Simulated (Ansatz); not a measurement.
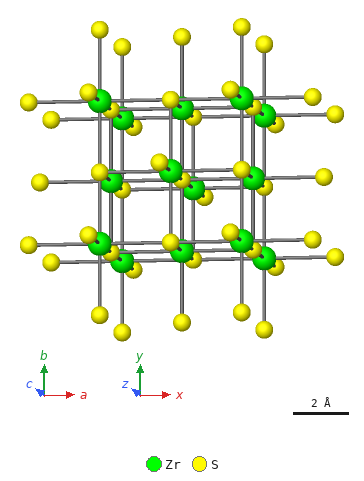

Energy scan for solid ZrS (Fm-3m), in which the cell is strained along y alone, with the atoms kept at their fractional coordinates. x, y and z are the Cartesian axes of the input. The picture shows the reference cell. Style: ball-and-stick. Shown: the conventional cell (4 times the calculation's cell), along the c axis, with a slight tilt. Lengths and directions refer to the drawn axes.

Computed with DFT PBEsol, scalar-relativistic, plane waves, PAW (Ansatz 0.2.0). (plane-wave cutoff 420 eV; k-point mesh 16 × 16 × 16; occupations gaussian; smearing width 0.15 eV; no spin polarisation). Energies (free energies at the smearing named) are counted from the cell as listed in its source, which wasn't relaxed.

The input:
```yaml
crystal:
  lattice:
    - [0.0, 2.625, 2.625]
    - [2.625, 0.0, 2.625]
    - [2.625, 2.625, 0.0]
  atoms:
    - { symbol: Zr, position: [0.0, 0.0, 0.0] }
    - { symbol: S, position: [0.5, 0.5, 0.5] }
basis:
  ecutwfc: 420
kpoints:
  mp_grid: { grid: [16, 16, 16] }
hamiltonian:
  xc: pbesol
scf:
  occupations: { method: gaussian, width: 0.15 }
output:
  forces: true
  stress: true
  eigenvalues: true
```

Command:
```bash
ansatz run input.yaml --threads 1 --pin off --max-ram 2560MiB --backend cpu --events-out ev --progress --plain --runs-dir out
```

Question: What energies does the calculation give (the strain: −0.1000, −0.0750, −0.0500, −0.0250, 0.0000, 0.0250, 0.0500, 0.0750, 0.0875, 0.1000)?

Answer:
```tsv
strain	ΔE (meV/atom)
−0.1000	181.1
−0.0750	72.3
−0.0500	13.8
−0.0250	−7.1
0.0000	0.0
0.0250	26.7
0.0500	66.6
0.0750	114.9
0.0875	141.1
0.1000	168.0
```

Of the computed points the lowest is at the strain −0.025, −7.1 meV/atom. The end points stand at 181.1 meV/atom (−0.10) and 168.0 meV/atom (0.10). The unrelaxed reference is under a pressure of −6.5 GPa, which tilts the curve. The distortion takes the space group from Fm-3m to I4/mmm. At the strain −0.10 the cell of the drawing goes b 5.250 → 4.725 Å.
